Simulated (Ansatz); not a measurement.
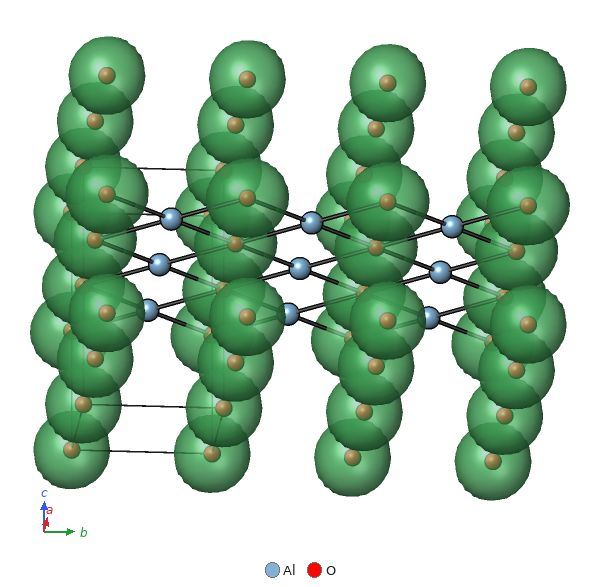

AlO₂. Isosurface of the valence pseudo-density at 1 e/Å³ (green), seen at an oblique angle. Sticks mark near contacts.

Space group P4/mmm; a structure generated by program, which may or may not match a known phase; spin-polarised.

Method: DFT PBE, scalar-relativistic, plane waves, PAW (Ansatz).

Core electrons are frozen (PAW), and the valence fields are smoothed inside the atomic spheres.

### How is the density connected at this value?

At this value the density breaks into separate islands; it holds about 60 % of the electrons treated as valence. It bridges none of the near contacts. It is pinched off along the shortest Al–O (1.86 Å) contacts. On the grid the lowest density along these lines, outside the cores, is 0.49 e/Å³ (Al–O, 1.86 Å).
